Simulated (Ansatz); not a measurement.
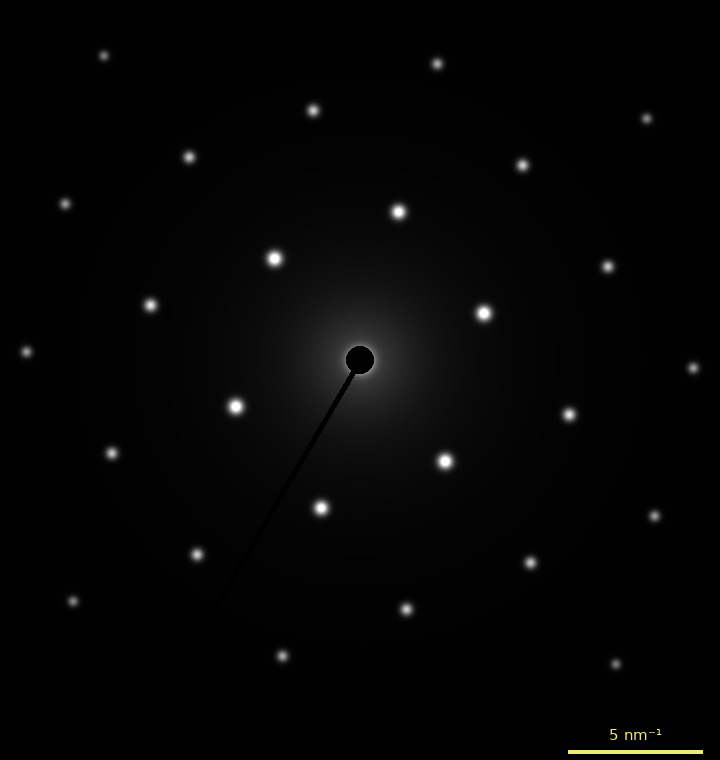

Kinematic zone-axis pattern, calculated for 100 keV electrons with B = 0.5 Å².

Candidate phases (model or computed cells):
A. Ge, space group Fd-3m (No. 227), a = 5.67 Å
B. Co, space group Fm-3m (No. 225), a = 3.486 Å
C. Co, space group Im-3m (No. 229), a = 2.79 Å
D. Co, space group Im-3m (No. 229), a = 2.81 Å

Which candidate gives this pattern, and along which zone?

Answer. Candidate B (Co), along [110] or an equivalent direction. The spots form a centred rectangular net with both shortest vectors at d = 2.01 Å, 70.5° apart. They index as -1 1 -1 and -1 1 1; no zone of the other candidates with indices up to 3 has this net.
